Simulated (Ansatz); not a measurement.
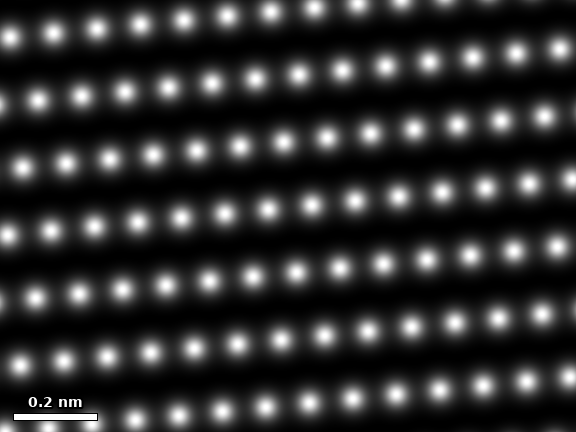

Map of the projected electrostatic potential of a crystal. Computed as the sum of neutral-atom potentials (tabulated electron scattering factors, B = 0.5 Å²) projected along the beam and smoothed by 0.25 Å; brighter is more positive.

Give the net of the columns and its spacings.

Answer. The pattern repeats on a centred rectangular net of 1.1 × 3.2 Å.

Which plane group does this projection have?

Answer. c2mm: perpendicular mirror lines on a centred net, with further twofold points between them.

How many columns does the smallest repeating cell hold, and how many levels of brightness?

Answer. 1 column in the primitive cell of 1.7 Å², all of one brightness.

The crystal is Co (Pm-3m, No. 221) seen along [221]. Structure: coordinates from a relaxation with DFT, r2SCAN, plane waves (500 eV) with PAW, scalar-relativistic (Ansatz); the starting structure was generated, so it need not be a known form of this composition.
